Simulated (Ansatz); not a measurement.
Structure data:

Space group P-6m2 (No. 187). a = 3.318 Å, b = 3.318 Å, c = 16.658 Å, α = 90.00°, β = 90.00°, γ = 120.00°
| atom | site | symmetry | x | y | z |
| --- | --- | --- | --- | --- | --- |
| W | 1b | -6m2 | 0.0000 | 0.0000 | 0.5000 |
| Se | 2h | 3m. | 0.3333 | 0.6667 | 0.5998 |

**What would you see if this were drawn?**

The formula is WSe2. The cell comprises 1 formula unit: 1 W, 2 Se. The neighbours of W are six Se in a trigonal prismatic arrangement at 2.54 Å. Se bonds to three W in a trigonal pyramidal arrangement at 2.54 Å. Not all metal-metal contacts are counted. The bonds build WSe2 layers parallel to (001).

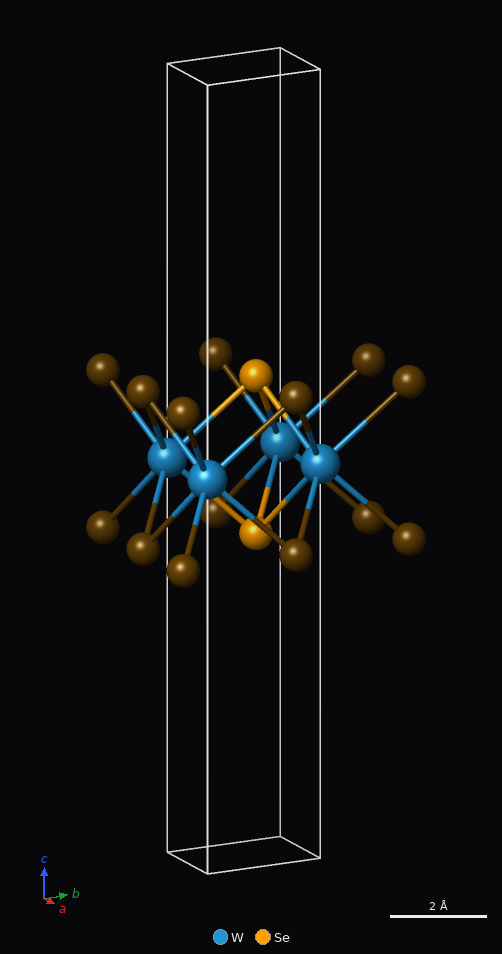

Ball-and-stick model, viewed slightly off an axis. The frame is the simulation cell; atoms at its boundary are shown with their periodic copies. Atoms outside the box are added where they are bonded to one inside, in fainter colours.

Starting structure: a structure listed in the Materials Project. Earlier steps of the study, as a rule a relaxation of our own, may have changed the cell and positions, so they can lie some per cent off the listed ones. It was run through Ansatz as a DFT input.
